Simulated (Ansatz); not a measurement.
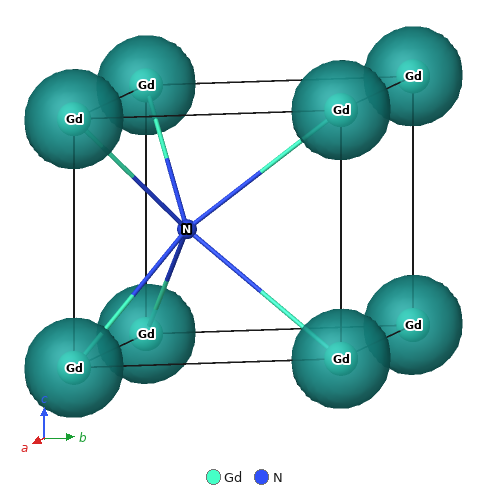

*GdN. Isosurface of the spin density (up minus down) at +2 e/Å³ (teal), seen slightly off an axis. Sticks mark near contacts.*

Space group P-6m2; started from the WC prototype, which need not be the ambient phase; changed on purpose from its base cell (volume × 1.040); computed pressure about −5 GPa in this cell; spin-polarised.

All numbers below come from DFT r2SCAN, scalar-relativistic, plane waves, PAW (Ansatz).

In a PAW calculation such maps are meaningful between the atoms, not at the nuclei.

```
Gd N
1.0
     3.43430    0.00000    0.00000
    -1.71715    2.97419    0.00000
     0.00000    0.00000    3.11529
Gd N
1 1
Direct
  0.00000 0.00000 0.00000
  0.66667 0.33333 0.50000
```

**Which atoms carry the moments, and with what signs?**

The spin density sits on Gd: +6.9 μB in one cell of 2 atoms, with smaller moments on other sites: N (up to −0.11 μB): parallel main moments, as they must be, since the calculation's own cell holds one magnetic site. The cell of the calculation (2 atoms) carries 7.0 μB of net spin moment.
